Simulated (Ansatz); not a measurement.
Run report: Be32Se32, single-point calculation (part 2 of 2)

The same run, continued: Be32Se32 (F-43m, 64 atoms in the cell); DFT, HSE06, PAW, plane waves (Ansatz 0.2.0); cutoff 420 eV, 1×1×1 k-mesh, Fermi–Dirac smearing of 0.01 eV. The structure was built on a prototype by a generator.

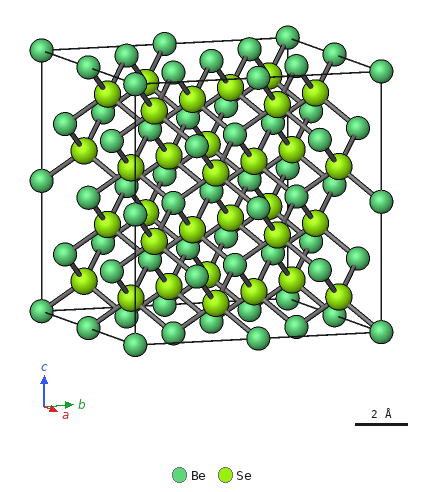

Figure 1. The structure (ball-and-stick view of the cell of the calculation, seen slightly off an axis).

```
hybrid outer 2: dexx = +7.035e-6 eV, tail = 4.43e-7 eV, Δε = 2.21e-3 eV (about 9.32e-5 eV left of the loop's levels), ΔF = 1.17e-3 eV/Å (tail 6.28e-4)
NSCF: frozen V_eff on 1 k-points
hybrid SCF converged: 2 outer / 14 inner (+3 warm-up), last move |dexx| = 7.03e-6 eV, tail = 4.43e-7 eV
Stability not checked: this state was not tested for a lower state beside it, because the functional holds exact exchange (a hybrid, or Hartree-Fock), whose exchange loop this test does not read (fock_operator; see scf.lower_state_search)
Free energy (F): -178087.362387 eV
Harris-Foulkes:  -178087.362387 eV  (|F-HF|=3.24e-8)
Internal energy: -178087.362387 eV  (E = F + TS)
E sigma→0 (E₀):  -178087.362387 eV
Fermi energy:    8.429946 eV
--- Per-component energies (eV) ---
  E_band       = -13835.974547
  E_kinetic    = 4441.436850
  E_local      = -80425.241922  (includes V_loc(G=0)·N_el)
  E_nonlocal   = -18965.688615
  E_hartree    = 39774.171529
  E_xc         = -3209.769713
  E_vxc        = -3076.620631  (∫ρ·V_xc dr)
  E_exx        = -2278.312479  (= α·E_x^exact, valence–valence)
  E_paw        = -61534.545358  (= ΣΔE_a)
  E_vpaw       = 9198.430036  (= ΣTr[D̂ρ^β])
  E_aug_tail   = -0.017960  (compensation charges beyond the density's cutoff)
  E_ewald      = -55854.849267
  E_core_change = -34.545502  (= ΣΔE_core)
  E_smearing   = -0.000000  (= −TS)
  E_closure    = 0.000051  (closes the sum)
  Σ components = -178087.362387   (vs F -178087.362387, Δ=0.00e0)
--- Forces (eV/Å), atoms counted from 1 ---
  atom   1  Be    -0.02258071    -0.02257563    -0.02258074
  atom   2  Be    -0.02258433    -0.02258131    -0.02257508
  atom   3  Be    -0.02258503    -0.02257758    -0.02258248
  atom   4  Be    -0.02258016    -0.02257920    -0.02257741
  atom   5  Be    -0.02257325    -0.02258093    -0.02258185
  atom   6  Be    -0.02257942    -0.02257865    -0.02257701
  atom   7  Be    -0.02257953    -0.02257916    -0.02258131
  atom   8  Be    -0.02257265    -0.02257863    -0.02257615
  atom   9  Be    -0.02257480    -0.02256917    -0.02258164
  atom  10  Be    -0.02257216    -0.02257008    -0.02257603
  atom  11  Be    -0.02257165    -0.02259033    -0.02258201
  atom  12  Be    -0.02257401    -0.02258822    -0.02257642
  atom  13  Be    -0.02258438    -0.02256873    -0.02258105
  atom  14  Be    -0.02258476    -0.02256995    -0.02257666
  atom  15  Be    -0.02258376    -0.02258752    -0.02258097
  atom  16  Be    -0.02258506    -0.02258935    -0.02257710
  atom  17  Be    -0.02257410    -0.02257812    -0.02256503
  atom  18  Be    -0.02257345    -0.02258164    -0.02259071
  atom  19  Be    -0.02257347    -0.02257785    -0.02256879
  atom  20  Be    -0.02257553    -0.02258012    -0.02259253
  atom  21  Be    -0.02258436    -0.02258101    -0.02256828
  atom  22  Be    -0.02258350    -0.02257856    -0.02259283
  atom  23  Be    -0.02258296    -0.02258096    -0.02256551
  atom  24  Be    -0.02258525    -0.02257786    -0.02259040
  atom  25  Be    -0.02258124    -0.02256900    -0.02256806
  atom  26  Be    -0.02258322    -0.02256816    -0.02258997
  atom  27  Be    -0.02258272    -0.02258780    -0.02256559
  atom  28  Be    -0.02257981    -0.02258844    -0.02259106
  atom  29  Be    -0.02257572    -0.02256948    -0.02256694
  atom  30  Be    -0.02257524    -0.02256842    -0.02259143
  atom  31  Be    -0.02257674    -0.02258885    -0.02256882
  atom  32  Be    -0.02257498    -0.02258881    -0.02259085
  atom  33  Se     0.02250257     0.02257250     0.02258993
  atom  34  Se     0.02250895     0.02258275     0.02256688
  atom  35  Se     0.02248140     0.02258648     0.02257544
  atom  36  Se     0.02253389     0.02259577     0.02258342
  atom  37  Se     0.02266100     0.02258668     0.02258844
  atom  38  Se     0.02265092     0.02257914     0.02257941
  atom  39  Se     0.02267004     0.02257052     0.02259592
  atom  40  Se     0.02264825     0.02258209     0.02258974
  atom  41  Se     0.02253987     0.02255043     0.02259086
  atom  42  Se     0.02255066     0.02260132     0.02257123
  atom  43  Se     0.02253498     0.02260346     0.02258364
  atom  44  Se     0.02255288     0.02254312     0.02258678
  atom  45  Se     0.02260912     0.02256714     0.02258038
  atom  46  Se     0.02258557     0.02258525     0.02258067
  atom  47  Se     0.02263280     0.02258447     0.02257368
  atom  48  Se     0.02259455     0.02255959     0.02259225
  atom  49  Se     0.02254480     0.02259029     0.02260690
  atom  50  Se     0.02254297     0.02258114     0.02254791
  atom  51  Se     0.02255429     0.02257678     0.02265723
  atom  52  Se     0.02253864     0.02258321     0.02248575
  atom  53  Se     0.02261737     0.02258819     0.02260289
  atom  54  Se     0.02259719     0.02256507     0.02255032
  atom  55  Se     0.02260057     0.02258232     0.02262340
  atom  56  Se     0.02259937     0.02258139     0.02251820
  atom  57  Se     0.02250929     0.02255828     0.02261417
  atom  58  Se     0.02251820     0.02258001     0.02254034
  atom  59  Se     0.02250842     0.02258365     0.02262154
  atom  60  Se     0.02248869     0.02257435     0.02254997
  atom  61  Se     0.02264965     0.02257513     0.02262758
  atom  62  Se     0.02267892     0.02258523     0.02252138
  atom  63  Se     0.02265515     0.02256686     0.02262783
  atom  64  Se     0.02266132     0.02257875     0.02250390
  max |Σ_I F_I| component: 2.81e-5 eV/Å
--- Band table (eV) ---
  k-point 0: bands = ["-43.8389", "-43.8386", "-43.8386", "-43.8386", "-43.8385", "-43.8385", "-43.8385", "-43.8384", "-43.8383", "-43.8383", ... 142 levels left out ..., "-43.8264", "-43.8264", "-43.8262", "-43.8262", "-43.8262", "-43.8261", "-43.8261", "-43.8261", "-8.4641", "-8.0308", "-8.0308", "-8.0307", "-7.6638", "-7.6638", "-7.6638", "-7.3977", "-7.3030", "-7.3030", "-7.3030", "-7.0872", "-7.0872", "-7.0872", "-7.0872", "-7.0872", "-7.0872", "-7.0360", "-7.0360", "-7.0360", "-6.8012",
      "-6.8012", "-6.8012", "-6.6622", "-6.6622", "-6.6622", "-6.6287", "-6.6287", "-6.6287", "-6.6287", "-6.6287", "-6.6287", "0.4623", "0.4623", "0.4623", "0.9371", "1.0012", "1.0012", "1.0012", "1.1420", "1.1420", "1.1420", "1.3053", "1.3053", "1.3053", "1.3053", "1.3053", "1.3053", "1.3088", "1.3088", "1.3088", "1.3088", "1.3088", "1.3088", "2.0701", "2.0701", "2.0701", "2.1482", "2.1482", "2.1482", "2.5097",
      "2.5097", "2.5097", "2.5097", "2.5097", "2.5097", "2.7556", "2.7556", "2.7556", "3.1582", "3.1582", "3.1582", "3.5024", "3.5024", "3.5024", "3.5178", "3.5178", "3.5178", "3.5178", "3.5178", "3.5178", "3.6794", "3.6794", "3.6794", "3.6794", "3.6794", "3.6794", "3.7888", "3.7888", "3.7888", "4.0997", "4.0997", "4.0997", "4.3460", "4.3460", "4.3460", "4.5506", "4.5506", "4.5506", "4.5561", "4.5561",
      "4.5561", "4.6666", "4.6666", "4.6666", "4.7504", "4.7504", "4.7504", "4.7504", "4.7504", "4.7504", "4.9984", "4.9984", "4.9984", "5.1376", "5.3323", "5.3323", "5.3323", "5.4629", "5.4629", "5.5477", "5.5477", "5.5477", "5.7914", "5.7914", "5.7914", "6.2823", "6.2823", "10.5816", "10.5816", "10.5816", "11.2703", "11.2703", "11.2703", "11.9591", "11.9642", "11.9642", "11.9642", "12.1005", "12.1005", "12.1005",
      "12.1949", "12.2339", "12.2339", "12.2339", "12.2339", "12.2339", "12.2339", "12.3531", "12.3531", "12.3531", "12.4012", "12.4012", "12.4012", "12.7477", "12.7477", "12.7477", "12.8445", "12.8445", "12.8445", "12.8445", "12.8445", "12.8445", "12.9746", "12.9746", "13.2190", "13.2190", "13.2190", "13.5854", "13.5854", "13.5854", "13.6441", "13.6441", "13.6442", "13.6442", "13.6442", "13.6673", "13.6673", "13.6673", "13.6673", "13.6673",
      "13.6673", "13.7600", "13.7600", "13.7600", "13.8467", "13.9547", "13.9547", "13.9547", "14.3627", "14.3627", "14.3627"]
--- Löwdin populations: 64 sites ---
  site symbol       q [e]
     0     Be      0.6049
     1     Be      0.6049
     2     Be      0.6049
     3     Be      0.6049
     4     Be      0.6049
     5     Be      0.6049
     6     Be      0.6049
     7     Be      0.6049
     8     Be      0.6049
     9     Be      0.6049
    10     Be      0.6049
    11     Be      0.6049
    12     Be      0.6049
    13     Be      0.6049
    14     Be      0.6049
    15     Be      0.6049
    16     Be      0.6049
    17     Be      0.6049
    18     Be      0.6049
    19     Be      0.6049
    20     Be      0.6049
    21     Be      0.6049
    22     Be      0.6049
    23     Be      0.6049
    24     Be      0.6049
    25     Be      0.6049
    26     Be      0.6049
    27     Be      0.6049
    28     Be      0.6049
    29     Be      0.6049
    30     Be      0.6049
    31     Be      0.6049
    32     Se     17.0765
    33     Se     17.0765
    34     Se     17.0765
    35     Se     17.0765
    36     Se     17.0765
    37     Se     17.0765
    38     Se     17.0765
    39     Se     17.0765
    40     Se     17.0765
    41     Se     17.0765
    42     Se     17.0765
    43     Se     17.0765
    44     Se     17.0765
    45     Se     17.0765
    46     Se     17.0765
    47     Se     17.0765
    48     Se     17.0765
    49     Se     17.0765
    50     Se     17.0765
    51     Se     17.0765
    52     Se     17.0765
    53     Se     17.0765
    54     Se     17.0765
    55     Se     17.0765
    56     Se     17.0765
    57     Se     17.0765
    58     Se     17.0765
    59     Se     17.0765
    60     Se     17.0765
    61     Se     17.0765
    62     Se     17.0765
    63     Se     17.0765
  spilling = 0.017702 (of n_electrons = 576.000000)
```

Results in brief

- outcome: converged
- space group (tolerance 0.01 Å): F-43m (216)
- electrons treated: 576
- free energy: −178087.3624 eV
- Fermi energy: 8.430 eV
- largest force (length of the vector): 0.039 eV/Å
- wall time: 6.2 min (CPU time 41 min)
- peak memory: 6.3 GiB

Notes

The k-point mesh is coarse for a cell of this size, so the results may not be converged.
